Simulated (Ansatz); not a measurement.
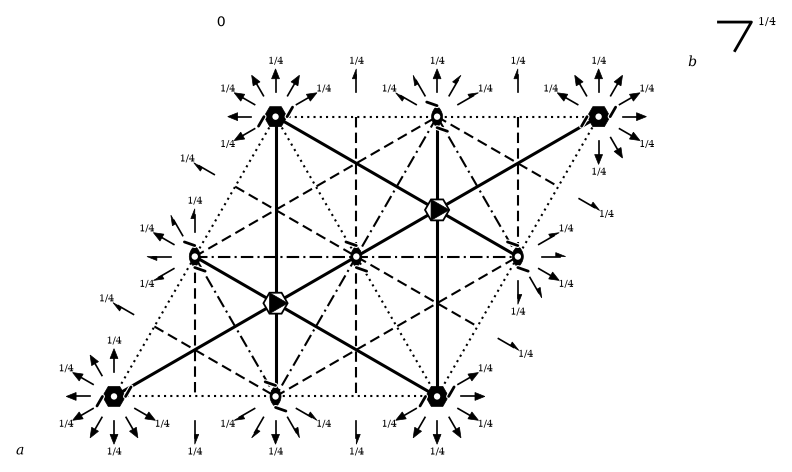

Symmetry elements of a space group, projected down c, computed from the operations of a computed or model structure of composition Y.

Graphical symbols as in the International Tables (origin upper left, heights as fractions; handed screw axes are marked by their printed symbols).

> Identify the space group.

P6_3/mmc (No. 194); primitive hexagonal, point group 6/mmm, 24 general positions a cell.

> List the elements shown.

−6 axes along c at (1/3, 2/3), (2/3, 1/3); 6₃ axes along c at (0, 0); 2₁ axes along c at (0, 1/2), (1/2, 0), (1/2, 1/2); inversion centres at (0, 0), (0, 1/2), (1/2, 0), (1/2, 1/2); mirror planes holding c and [1 2 0] or [2 1 0] or [−1 1 0]; in-plane glide planes holding c and [1 2 0] or [2 1 0] or [−1 1 0]; c glide planes normal to a*, at x = 0; n glide planes normal to a*, at x = 1/2; c glide planes normal to b*, at y = 0; n glide planes normal to b*, at y = 1/2; c glide planes holding c and [1 1 0]; diagonal glide planes holding c and [1 1 0]; a mirror plane normal to c at height 1/4; 2 axes along [1 1 0] at height 0; 2 axes along [1 2 0] at height 1/4; 2 axes along [2 1 0] at height 1/4; 2 axes along [−1 1 0] at height 1/4; 2 axes along a at height 0; 2 axes along b at height 0; 2₁ axes along [1 1 0] at height 0; 2₁ axes along [1 2 0] at height 1/4; 2₁ axes along [2 1 0] at height 1/4; 2₁ axes along [−1 1 0] at height 1/4; 2₁ axes along a at height 0; 2₁ axes along b at height 0. Heights repeat every half period; positions are (a, b) fractions, modulo 1.
